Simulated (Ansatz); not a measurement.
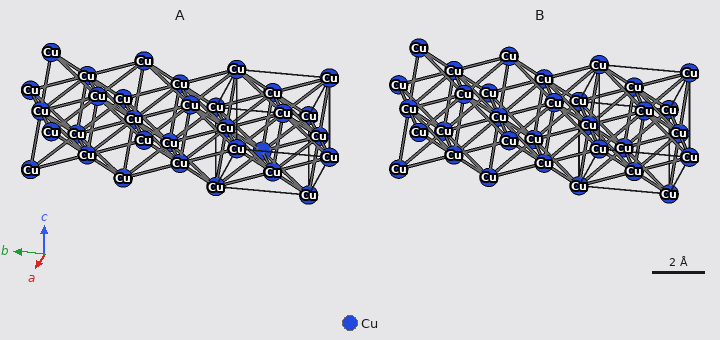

Two geometries of solid Cu (set up in Fm-3m): one is the relaxed structure, the other was perturbed away from it. Style: ball-and-stick. Shown: the conventional cell (2 times the calculation's cell), repeated 1 × 3 × 1 with one cell outlined, from a free direction. Lengths and directions refer to the drawn axes.

Method: Ansatz, DFT PBEsol, scalar-relativistic, plane waves, PAW. Settings: plane-wave cutoff 420 eV; k-point mesh 20 × 20 × 14; occupations gaussian; smearing width 0.1 eV; no spin polarisation.

> Which is the distorted one, and what does the distortion cost?

Structure A is the perturbed one. Uniaxial strain along c, −6.0 %, is applied. The a and b axes and the atoms are relaxed. The energy rises by 9.0 meV per atom. The pressure goes from 0.0 to 1.3 GPa. The principal stresses (compression positive) are 3.8 GPa along c and none across it. The volume changes by −0.6 %, with a = b 3.563 → 3.664 Å (+2.8 %), c 3.563 → 3.350 Å (−6.0 %). No atom moves by more than 0.005 Å relative to the cell. Among the bonded contacts that change: Cu–Cu 2.520 → 2.482 to 2.591 Å. The space group (tolerance 0.01 Å) goes from Fm-3m (No. 225) to I4/mmm (No. 139).
